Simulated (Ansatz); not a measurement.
## Geometry relaxation, with input and output: Ir

- system: Ir (Fm-3m, 1 atom in the cell)
- method: DFT r2SCAN, scalar-relativistic, plane waves, PAW, no spin polarisation (Ansatz 0.2.0)

The structure derives from an entry of the Crystallography Open Database. Figures and captions count atoms from 1; the log counts them from 0 in places.

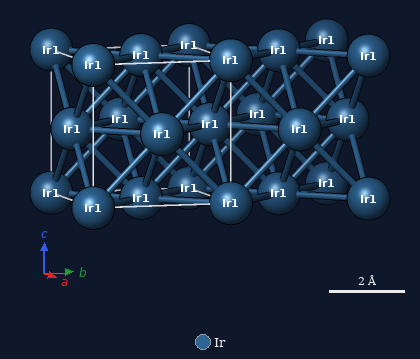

Figure 1. The starting structure (ball-and-stick view of the cell 4 times as large as that of the calculation, set on its symmetry axes, repeated 1 × 2 × 1, seen slightly off an axis; atoms are numbered from 1 in the order of the input). An atom can appear more than once, as a periodic image.

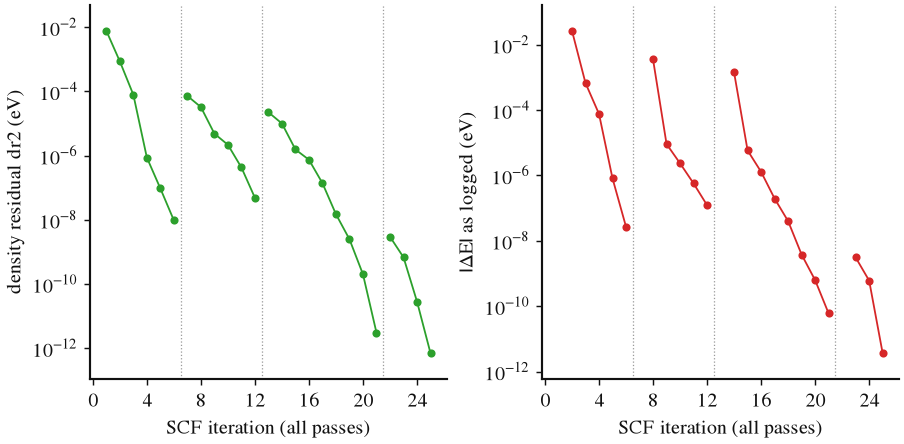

Figure 2. Convergence of the self-consistent field: density residual dr2 and size of the energy change against the SCF iteration. The dotted lines part the SCF passes of the relaxation: geometry steps, rejected trials and re-solves on a re-selected basis. The passes take 6, 6, 9 and 4 iterations.

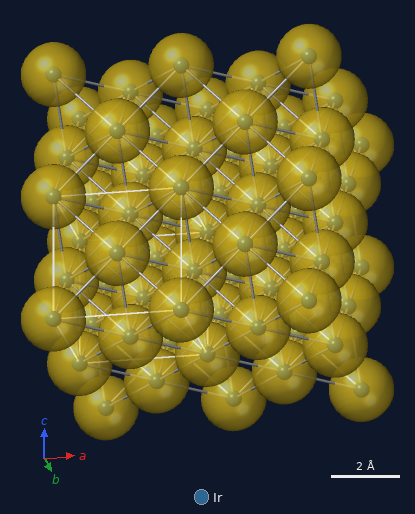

Figure 3. Isosurface of the valence electron density at 1 e/Å³ (yellow), seen at an oblique angle. Sticks mark near contacts. The outline is the cell set on symmetry axes. At this value the density breaks into separate islands; it holds about 70 % of the electrons treated as valence (semicore included). It is pinched off along the Ir–Ir (2.72 Å) contacts. On the grid the lowest density along these lines, outside the cores, is 0.44 e/Å³ (Ir–Ir, 2.72 Å). The fields are those of the smooth PAW valence density.

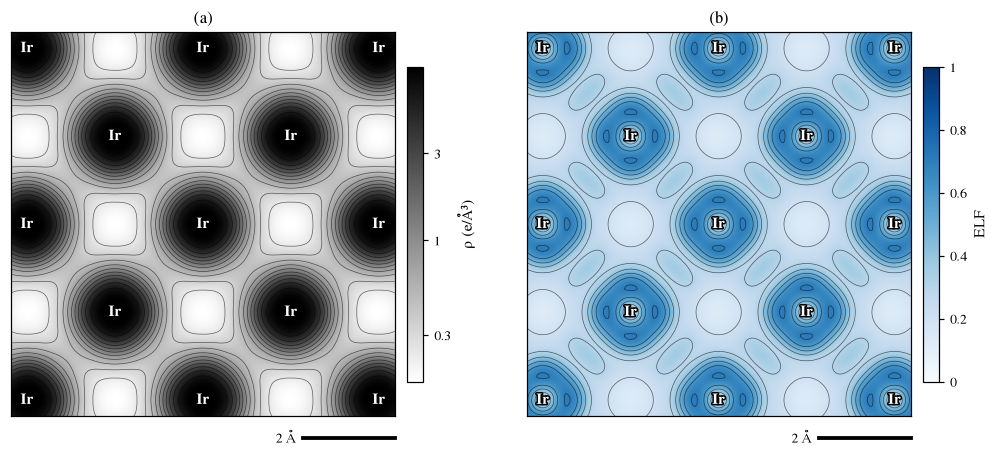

Figure 4. (a) valence charge density (pseudo); (b) electron localisation function on the (100) plane of the conventional cell. Away from the nuclei the density in this plane falls to 0.17 e/Å³ at its lowest. The strong features right at Ir lie inside the PAW spheres (semicore, d or f shells) and say nothing about bonding.

The input and output of the run follow.

## Input file
```yaml
crystal:
  lattice:
    - [0.0, 1.9197, 1.9197]
    - [1.9197, 0.0, 1.9197]
    - [1.9197, 1.9197, 0.0]
  atoms:
    - { symbol: Ir, position: [0.0, 0.0, 0.0] }
basis:
  ecutwfc: 500
kpoints:
  mp_grid: { grid: [18, 18, 18] }
hamiltonian:
  xc: r2scan
scf:
  occupations: { method: gaussian, width: 0.1 }
output:
  forces: true
  stress: true
  eigenvalues: true
  write_density: true
  write_potential: true
  elf: true
  volumetric_format: npy
relax:
  adjacent_minimum: "off"
  f_tol: 0.005
  max_steps: 80
  cell: { stress_tol: 0.05 }
```

Command:
```bash
ansatz run input.yaml --threads 2 --pin off --max-ram 5120MiB --backend cpu --events-out ev --progress --plain --runs-dir out
```

## Log
```
Engine: ansatz 0.2.0, aarch64-unknown-linux-gnu
Pseudopotentials: kind: paw
Pseudopotential: Ir, paw, valence charge 17, recommended cutoff 500 eV (meta_gga), Ir.paw.azcp
Functional definition: r2SCAN
  parameter k0 = 0.174
  parameter k1 = 0.065
  parameter a1 = 4.9479
  exchange = r2scan_x(k0 = k0, k1 = k1, a1 = a1)
  correlation = r2scan_c
Crystal: 1 atoms, lattice volume = 14.149 Å³
Basis set: ecut = 500 eV, 339 PW (Γ), exchange–correlation on 80×80×80 points (64 copies of the dense FFT grid, shifted against one another)
Bands: 13, of which v1, the nominal top of the filled ones, is band 9 counted from 1 (8 counted from 0)
Symmetry: 48 space group operations
Space group: Fm-3m (ITA 225), of the structure as read, at distance tolerance 2.4e-5 Å
k-points: 195 of 5832
Non-local potential: Ir, projectors of the file, l = 0: 3, l = 1: 2, l = 2: 2, l = 3: 1
PAW form: soft (Blöchl's): semilocal exchange-correlation on the pseudo side does not see the compensation charge
PAW frozen core: Ir, regenerated for the run's functional (the file was generated under x = pbe(κ = 0.804, μ = 0.2195149727645171), c = pbe(β = 0.06672455060314922))
PAW one-centre angular grid: Ir, 590 points (default); XC on 160 Gauss nodes
Initial density: superposition of atomic densities (neutral atoms: chi_scale 0, normalization atom), corrected by the library's trained network
Initial wavefunctions: pseudopotential atomic-orbital guess
Functional: x = r2scan, c = r2scan; τ floored in thin density (d = 2e-4 eV/Å³)
SCF iter   1: F=—  HF=-11948.699771 eV  |F-HF|=—  |Δ(HF+E_count)|=         —  Δρ=1.11e-2  dr2=7.72e-3  dr2_τ=3.76e-2  ethr=1.77e-3  ⟨swp⟩=5.1  Hψ=14570  notcnv=0
preconditioner: auto → none  [metal: Δε(μ)=0.001 eV  Ē_g=14.936 eV  σ=0.100 eV  W_gap=0.01  n_scr=0 (ndim 8)  ℏωp=29.6 eV  f_vac=0.000  D(μ)=0.98/eV (n_scr^D=14)]
SCF iter   2: F=—  HF=-11948.726358 eV  |F-HF|=—  |Δ(HF+E_count)|=   2.66e-2  Δρ=5.18e-3  dr2=8.60e-4  dr2_τ=4.42e-4  ethr=4.54e-5  ⟨swp⟩=2.0  Hψ=5759  notcnv=0  defer=83
SCF iter   3: F=—  HF=-11948.727029 eV  |F-HF|=—  |Δ(HF+E_count)|=   6.71e-4  Δρ=1.61e-3  dr2=7.86e-5  dr2_τ=2.61e-5  ethr=5.06e-6  ⟨swp⟩=2.0  Hψ=3023  notcnv=0  defer=83
SCF iter   4: F=—  HF=-11948.727106 eV  |F-HF|=—  |Δ(HF+E_count)|=   7.61e-5  Δρ=1.31e-4  dr2=8.68e-7  dr2_τ=1.00e-7  ethr=4.62e-7  ⟨swp⟩=2.3  Hψ=3532  notcnv=0  defer=83
iter 5 did not close the SCF: its close was put off for the readings that it lacked (scf_convergence_deferred on its scf_iter line)
SCF iter   5: F=-11948.727106 eV  HF=-11948.727106 eV  |F-HF|=6.01e-9  |Δ(HF+E_count)|=   8.13e-7  Δρ=3.29e-5  dr2=9.45e-8  dr2_τ=1.35e-8  ethr=5.10e-9  ⟨swp⟩=2.0  Hψ=3762  notcnv=0  defer=83
SCF iter   6: F=-11948.727106 eV  HF=-11948.727106 eV  |F-HF|=4.98e-10  |Δ(HF+E_count)|=   2.69e-8  Δρ=9.98e-6  dr2=9.60e-9  dr2_τ=8.66e-10  ethr=5.56e-10  ⟨swp⟩=6.8  Hψ=14509  notcnv=0
SCF 1 converged in 6 iterations: F = -11948.727106 eV  dr2 = 9.60e-9
  greatest PAW one-centre occupation: 1.000 electrons in one spin orbital (limit 2), on the Ir atom at site 0 (counted from 0), in its partial waves of l = 0
relax step   1: F+E_penalty+E_count = -11948.72710642 eV  Δ(F+E_penalty+E_count) = +0.000e0 eV  max|allowed force component| = 0.000e0 eV/Å  Δτ_max = 0.0000 Å  P = +1.420 GPa  Ω = 14.149 Å³  (6 SCF iters, dr2 threshold 1.00e-7 eV, accepted)
Crystal: 1 atoms, lattice volume = 14.299 Å³
Initial density: handed on by an earlier stage of this run
Initial wavefunctions: those handed on with the density
iter 1 solved again at ethr=3.79e-7 eV; its pass at ethr=3.10e-3 eV (dr2=6.44e-5 eV) is discarded
SCF iter   1: F=—  HF=-11948.722916 eV  |F-HF|=—  |Δ(HF+E_count)|=         —  Δρ=7.51e-4  dr2=7.24e-5  dr2_τ=4.06e-3  ethr=3.79e-7  ⟨swp⟩=2.0  Hψ=16837  notcnv=0
preconditioner: auto → none  [metal: Δε(μ)=0.014 eV  Ē_g=14.738 eV  σ=0.100 eV  W_gap=0.08  n_scr=0 (ndim 8)  ℏωp=29.5 eV  f_vac=0.000  D(μ)=1.00/eV (n_scr^D=14)]
SCF iter   2: F=—  HF=-11948.726465 eV  |F-HF|=—  |Δ(HF+E_count)|=   3.55e-3  Δρ=5.15e-4  dr2=3.25e-5  dr2_τ=1.43e-5  ethr=3.79e-7  ⟨swp⟩=2.0  Hψ=4212  notcnv=0
SCF iter   3: F=—  HF=-11948.726456 eV  |F-HF|=—  |Δ(HF+E_count)|=   9.15e-6  Δρ=2.27e-4  dr2=4.83e-6  dr2_τ=9.76e-7  ethr=1.91e-7  ⟨swp⟩=2.2  Hψ=3522  notcnv=0
SCF iter   4: F=—  HF=-11948.726459 eV  |F-HF|=—  |Δ(HF+E_count)|=   2.35e-6  Δρ=1.25e-4  dr2=2.17e-6  dr2_τ=2.57e-7  ethr=2.84e-8  ⟨swp⟩=2.0  Hψ=4019  notcnv=0
SCF iter   5: F=—  HF=-11948.726458 eV  |F-HF|=—  |Δ(HF+E_count)|=   5.71e-7  Δρ=5.54e-5  dr2=4.26e-7  dr2_τ=2.04e-8  ethr=1.28e-8  ⟨swp⟩=2.0  Hψ=3404  notcnv=0
SCF iter   6: F=-11948.726458 eV  HF=-11948.726458 eV  |F-HF|=3.39e-8  |Δ(HF+E_count)|=   1.23e-7  Δρ=1.88e-5  dr2=4.85e-8  dr2_τ=3.12e-9  ethr=5.88e-10  ⟨swp⟩=5.4  Hψ=13898  notcnv=0
SCF 2 converged in 6 iterations: F = -11948.726458 eV  dr2 = 4.85e-8
relax step   2: F+E_penalty+E_count = -11948.72645779 eV  Δ(F+E_penalty+E_count) = +6.486e-4 eV  max|allowed force component| = 0.000e0 eV/Å  Δτ_max = 0.0000 Å  P = -2.530 GPa  Ω = 14.299 Å³  energy of the carried Pulay correction = -1.095e-4 eV  (6 SCF iters, dr2 threshold 1.00e-7 eV, rejected (line search))
Crystal: 1 atoms, lattice volume = 14.203 Å³
iter 1 solved again at ethr=1.30e-7 eV; its pass at ethr=3.10e-3 eV (dr2=2.22e-5 eV) is discarded
SCF iter   1: F=—  HF=-11948.725889 eV  |F-HF|=—  |Δ(HF+E_count)|=         —  Δρ=4.26e-4  dr2=2.24e-5  dr2_τ=1.67e-3  ethr=1.30e-7  ⟨swp⟩=2.0  Hψ=16308  notcnv=0
preconditioner: auto → none  [metal: Δε(μ)=0.011 eV  Ē_g=14.843 eV  σ=0.100 eV  W_gap=0.06  n_scr=0 (ndim 8)  ℏωp=29.6 eV  f_vac=0.000  D(μ)=0.98/eV (n_scr^D=14)]
SCF iter   2: F=—  HF=-11948.727305 eV  |F-HF|=—  |Δ(HF+E_count)|=   1.42e-3  Δρ=2.91e-4  dr2=1.00e-5  dr2_τ=4.33e-6  ethr=1.30e-7  ⟨swp⟩=2.0  Hψ=4214  notcnv=0
SCF iter   3: F=—  HF=-11948.727299 eV  |F-HF|=—  |Δ(HF+E_count)|=   5.83e-6  Δρ=1.34e-4  dr2=1.55e-6  dr2_τ=3.21e-7  ethr=5.89e-8  ⟨swp⟩=2.2  Hψ=3493  notcnv=0
SCF iter   4: F=—  HF=-11948.727300 eV  |F-HF|=—  |Δ(HF+E_count)|=   1.29e-6  Δρ=7.38e-5  dr2=7.42e-7  dr2_τ=8.67e-8  ethr=9.13e-9  ⟨swp⟩=2.0  Hψ=4018  notcnv=0
SCF iter   5: F=—  HF=-11948.727300 eV  |F-HF|=—  |Δ(HF+E_count)|=   1.96e-7  Δρ=3.18e-5  dr2=1.38e-7  dr2_τ=6.71e-9  ethr=4.36e-9  ⟨swp⟩=2.0  Hψ=3414  notcnv=0
SCF iter   6: F=—  HF=-11948.727300 eV  |F-HF|=—  |Δ(HF+E_count)|=   4.00e-8  Δρ=1.05e-5  dr2=1.49e-8  dr2_τ=9.62e-10  ethr=8.13e-10  ⟨swp⟩=2.7  Hψ=3852  notcnv=0
SCF iter   7: F=—  HF=-11948.727300 eV  |F-HF|=—  |Δ(HF+E_count)|=   3.79e-9  Δρ=4.31e-6  dr2=2.47e-9  dr2_τ=2.40e-10  ethr=8.75e-11  ⟨swp⟩=2.1  Hψ=3366  notcnv=0
SCF iter   8: F=—  HF=-11948.727300 eV  |F-HF|=—  |Δ(HF+E_count)|=  6.26e-10  Δρ=1.24e-6  dr2=2.00e-10  dr2_τ=2.05e-11  ethr=1.45e-11  ⟨swp⟩=2.6  Hψ=3689  notcnv=0
SCF iter   9: F=-11948.727300 eV  HF=-11948.727300 eV  |F-HF|=5.46e-12  |Δ(HF+E_count)|=  6.00e-11  Δρ=1.55e-7  dr2=3.04e-12  dr2_τ=3.26e-13  ethr=1.00e-12  ⟨swp⟩=3.9  Hψ=11042  notcnv=0
SCF 3 converged in 9 iterations: F = -11948.727300 eV  dr2 = 3.04e-12
relax step   3: F+E_penalty+E_count = -11948.72729973 eV  Δ(F+E_penalty+E_count) = -1.933e-4 eV  max|allowed force component| = 0.000e0 eV/Å  Δτ_max = 0.0000 Å  P = -0.020 GPa  Ω = 14.203 Å³  energy of the carried Pulay correction = -3.922e-5 eV  (9 SCF iters, accepted)
Initial wavefunctions: pseudopotential atomic-orbital guess (no wavefunctions were taken with the density)
iter 1 solved again at ethr=5.36e-9 eV; its pass at ethr=3.10e-3 eV (dr2=9.11e-7 eV) is discarded
SCF iter   1: F=—  HF=-11948.727338 eV  |F-HF|=—  |Δ(HF+E_count)|=         —  Δρ=1.31e-5  dr2=2.96e-9  dr2_τ=4.05e-8  ethr=5.36e-9  ⟨swp⟩=3.1  Hψ=21049  notcnv=0
preconditioner: auto → none  [metal: Δε(μ)=0.012 eV  Ē_g=14.835 eV  σ=0.100 eV  W_gap=0.07  n_scr=0 (ndim 8)  ℏωp=29.6 eV  f_vac=0.000  D(μ)=0.98/eV (n_scr^D=14)]
SCF iter   2: F=—  HF=-11948.727338 eV  |F-HF|=—  |Δ(HF+E_count)|=   3.10e-9  Δρ=6.44e-6  dr2=6.79e-10  dr2_τ=7.79e-10  ethr=1.74e-11  ⟨swp⟩=2.2  Hψ=4041  notcnv=0
SCF iter   3: F=—  HF=-11948.727338 eV  |F-HF|=—  |Δ(HF+E_count)|=  6.06e-10  Δρ=5.36e-7  dr2=2.84e-11  dr2_τ=1.08e-11  ethr=4.00e-12  ⟨swp⟩=2.3  Hψ=3785  notcnv=0
SCF iter   4: F=-11948.727338 eV  HF=-11948.727338 eV  |F-HF|=1.82e-12  |Δ(HF+E_count)|=  3.64e-12  Δρ=1.62e-7  dr2=6.97e-13  dr2_τ=4.77e-13  ethr=1.00e-12  ⟨swp⟩=5.2  Hψ=9701  notcnv=0
SCF 4 converged in 4 iterations: F = -11948.727338 eV  dr2 = 6.97e-13
relax step   4: F+E_penalty+E_count = -11948.72733823 eV  Δ(F+E_penalty+E_count) = -3.850e-5 eV  max|allowed force component| = 0.000e0 eV/Å  Δτ_max = 0.0000 Å  P = -0.018 GPa  Ω = 14.203 Å³  stress off target by 1.80e-2 GPa  SCF on the basis re-selected at this cell (its energy is not comparable with the rows above)  (4 SCF iters)
basis re-selected at this cell: Δ(F+E_penalty+E_count) = -3.850e-5 eV, ΔP = +0.002 GPa vs the last step (what re-selecting the basis moved, of the pressure what is left beyond the Pulay correction that the steps carried, after the strain that the cell walked since its last selection, with what the two solves' SCF thresholds leave and, on support functions, any second-order correction that the steps lacked; it is no measure of the basis error at this ecutwfc). This SCF's stress stands 1.80e-2 GPa from its target on what of the cell is left free (relax.cell.stress_tol is 5.00e-2 GPa) and its largest allowed force component is 0.00e0 eV/Å (relax.f_tol is 5.00e-3 eV/Å): within both
SCF converged after 4 iterations
Free energy (F): -11948.727338 eV
Harris-Foulkes:  -11948.727338 eV  (|F-HF|=1.82e-12)
Internal energy: -11948.722421 eV  (E = F + TS)
E sigma→0 (E₀):  -11948.724880 eV
Entropy (-TS):   -0.004917 eV (-4.917 meV/atom)
Fermi energy:    25.496472 eV
--- Per-component energies (eV) ---
  E_band       = -102.511491
  E_kinetic    = 623.505093
  E_local      = -1070.672329  (includes V_loc(G=0)·N_el)
  E_nonlocal   = 73.924059
  E_hartree    = 411.652472
  E_xc         = -255.488647
  E_vxc        = -333.600394  (∫ρ·V_xc dr)
  E_paw        = -9249.698499  (= ΣΔE_a)
  E_vpaw       = -239.681071  (= ΣTr[D̂ρ^β])
  E_aug_tail   = -0.000017  (compensation charges beyond the density's cutoff)
  E_vtau       = 20.708218  (kinetic-family band-sum trace: ∫τ·v_τ [+ j·A + Jᵃ·Aᵃ] dr)
  E_ewald      = -2481.627660
  E_core_change = -0.316894  (= ΣΔE_core)
  E_smearing   = -0.004917  (= −TS)
  E_closure    = 0.000000  (closes the sum)
  Σ components = -11948.727338   (vs F -11948.727338, Δ=0.00e0)
--- Forces (eV/Å), atoms counted from 1 ---
  atom   1  Ir    -0.00000000     0.00000000    -0.00000000
  max |Σ_I F_I| component: 2.67e-32 eV/Å
--- Stress (GPa, compression-positive) ---
       -0.018040      -0.000000      -0.000000
       -0.000000      -0.018040      -0.000000
       -0.000000      -0.000000      -0.018040
  P = ⅓ Tr σ = -0.0180 GPa (-0.180 kbar)
--- Band table (eV; the first three rows and the last of 195) ---
  k-point 0: bands = ["-69.4761", "-25.3097", "-25.3097", "-25.3097", "13.9862", "21.4735", "21.4735", "21.4735", "24.1709", "24.1709", "39.7211", "45.4933", "45.4933"]
  k-point 1: bands = ["-69.4739", "-25.3360", "-25.3132", "-25.3132", "14.1304", "21.3955", "21.5355", "21.5355", "24.1305", "24.1305", "39.9691", "44.8503", "45.7303"]
  k-point 2: bands = ["-69.4675", "-25.4114", "-25.3235", "-25.3235", "14.5477", "21.1957", "21.6970", "21.6970", "24.0430", "24.0430", "40.6514", "43.5029", "46.4219"]
  k-point 194: bands = ["-69.3778", "-25.9046", "-25.8212", "-25.6277", "18.9247", "19.9071", "21.0025", "23.6694", "27.0323", "34.0913", "34.1616", "35.5168", "39.3362"]
--- Relaxed structure (3 steps of the walk, 2 accepted, 1 SCFs on fresh bases) ---
  F+E_penalty+E_count = -11948.72733823 eV   max|allowed force component| = 0.000e0 eV/Å   (the final SCF, on the basis selected at the relaxed cell)
  cell:  # Å, volume = 14.2026 Å³
    - [-2.0381488131582358e-34, 1.922114723937236, 1.922114723937236]
    - [1.922114723937236, -8.598440305511307e-35, 1.922114723937236]
    - [1.922114723937236, 1.922114723937236, 1.5923037602798727e-35]
  atoms:
    - { symbol: Ir, position: [0.0, 0.0, 0.0] }
```

## Trajectory as extended XYZ (Å, eV, eV/Å), 4 frames, from step=1 to step=4
```
1
Lattice="0.0000 1.9197 1.9197 1.9197 0.0000 1.9197 1.9197 1.9197 0.0000" Properties=species:S:1:pos:R:3:forces:R:3 step=1 energy=-11948.72711 pressure_GPa=1.42
Ir    0.0000    0.0000    0.0000    0.0000   0.0000   0.0000
1
Lattice="0.0000 1.9264 1.9264 1.9264 0.0000 1.9264 1.9264 1.9264 0.0000" Properties=species:S:1:pos:R:3:forces:R:3 step=2 energy=-11948.72646 pressure_GPa=-2.53 accepted=F
Ir    0.0000    0.0000    0.0000    0.0000   0.0000   0.0000
1
Lattice="0.0000 1.9221 1.9221 1.9221 0.0000 1.9221 1.9221 1.9221 0.0000" Properties=species:S:1:pos:R:3:forces:R:3 step=3 energy=-11948.72730 pressure_GPa=-0.02
Ir    0.0000    0.0000    0.0000    0.0000   0.0000   0.0000
1
Lattice="0.0000 1.9221 1.9221 1.9221 0.0000 1.9221 1.9221 1.9221 0.0000" Properties=species:S:1:pos:R:3:forces:R:3 step=4 energy=-11948.72734 pressure_GPa=-0.02
Ir    0.0000    0.0000    0.0000    0.0000   0.0000   0.0000
```

## Summary

- outcome: converged
- space group (tolerance 0.01 Å): Fm-3m (225)
- electrons treated: 17
- free energy: −11948.7273 eV
- Fermi energy: 25.496 eV
- gap on the k-point mesh: none (metallic)
- pressure: −0.02 GPa
- final volume: 14.20 Å³
- largest force (length of the vector) at the end: under 0.001 eV/Å
- final cell: a = 2.718 Å, b = 2.718 Å, c = 2.718 Å, α = 60.00°, β = 60.00°, γ = 60.00°
- hardware: 2 threads of Arm Neoverse V1, 24 GiB of memory available, shared host
- wall time: 12 s (CPU time 24 s)
- peak memory: 0.33 GiB

## Remarks

Spin–orbit coupling is left out, which matters for Ir.
